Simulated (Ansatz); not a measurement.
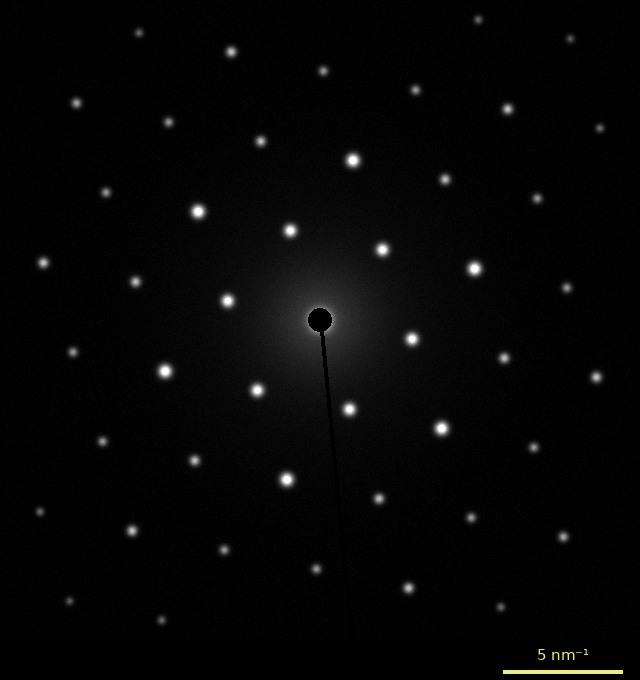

Simulated selected-area electron diffraction pattern (80 kV, kinematic approximation, thin crystal, B = 0.8 Å² for all atoms).

Candidate phases (model or computed cells):
A. Ta, space group Fm-3m (No. 225), a = 4.21 Å
B. Ta, space group Im-3m (No. 229), a = 3.304 Å
C. Ta, space group Im-3m (No. 229), a = 3.310 Å
D. Ta, space group P6_3/mmc (No. 194), a = 2.91 Å, c = 5.11 Å (hexagonal axes)

### Which candidate gives this pattern, and along which zone?

Candidate D (Ta), along [001]. The spots form a hexagonal net with both shortest vectors at d = 2.52 Å, 60.0° apart. They index as 1 -1 0 and 1 0 0; no zone of the other candidates with indices up to 3 has this net.
